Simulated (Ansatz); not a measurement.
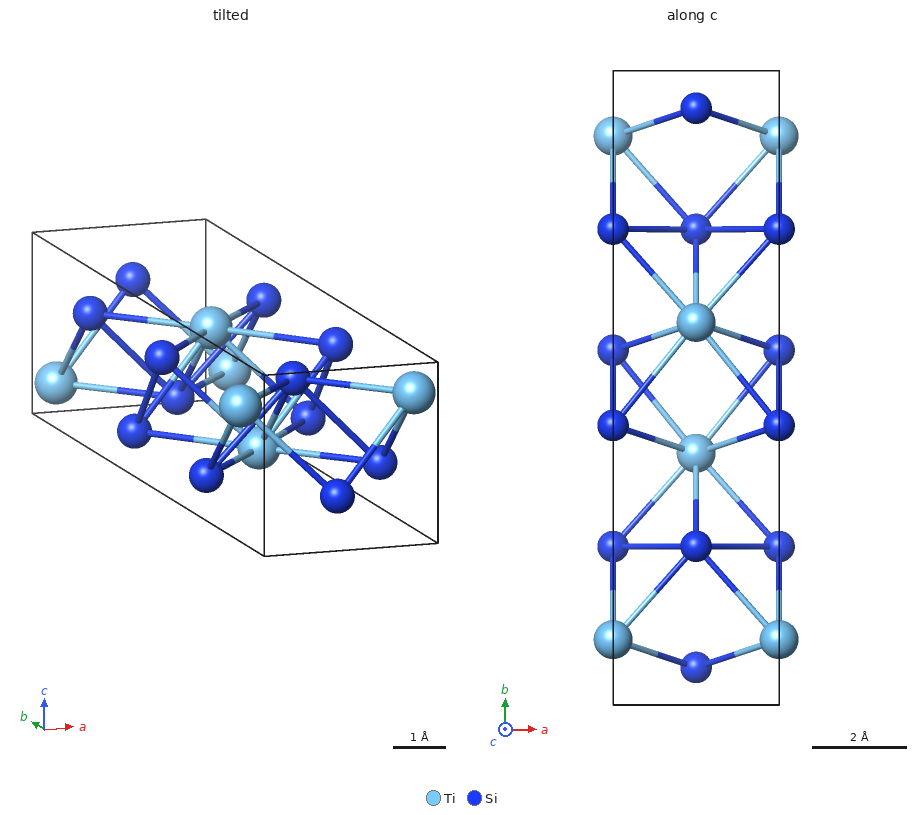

A ball-and-stick rendering, viewed slightly off an axis and along the c axis. The wireframe shows the conventional unit cell. Cell: a = 3.55 Å, b = 13.56 Å, c = 3.58 Å, α = 90.00°, β = 90.00°, γ = 90.00°.

The cell started as a structure listed in the Materials Project. Earlier steps of the study, as a rule a relaxation of our own, may have changed the cell and positions, so they can lie some per cent off the listed ones. It was run through Ansatz as a DFT input.

### What is this?

The solid is TiSi2. The structure has Cmcm (No. 63) symmetry and a base-centred orthorhombic lattice. Content of the cell: 4 Ti, 8 Si (Z = 4). Numbers of contacts at bonding distance: Ti 10 and Si 8. Not all metal-metal contacts are counted.

Level of theory and settings: Ansatz 0.2.0, DFT PBE, scalar-relativistic, plane waves, PAW, an energy cutoff of 420 eV, k-points about 0.18 Å⁻¹ apart, Gaussian smearing of 0.1 eV, no spin polarisation.

### Does it come out as a metal, or with a gap?

A metal: bands cross the Fermi level.

### Give the Bader charge of each element.

Ti +1.16 e; Si -0.72 to -0.44 e.

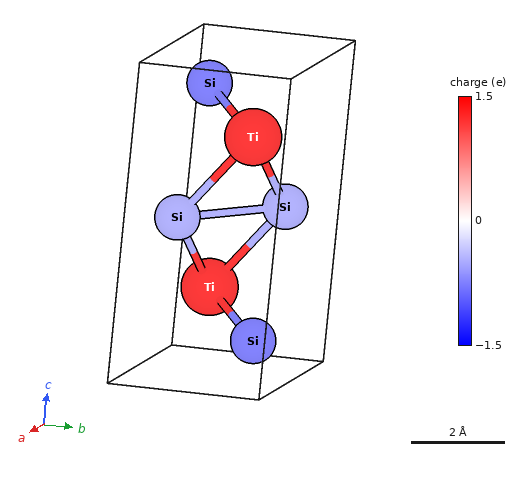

The atoms coloured by those charges. The run's cell of 6 atoms is drawn in a reduced setting, so axes and origin can differ from the first picture.

### Is the structure in equilibrium?

Yes. All forces vanish to within 0.01 eV/Å. The pressure is 0.0 GPa, close to zero.
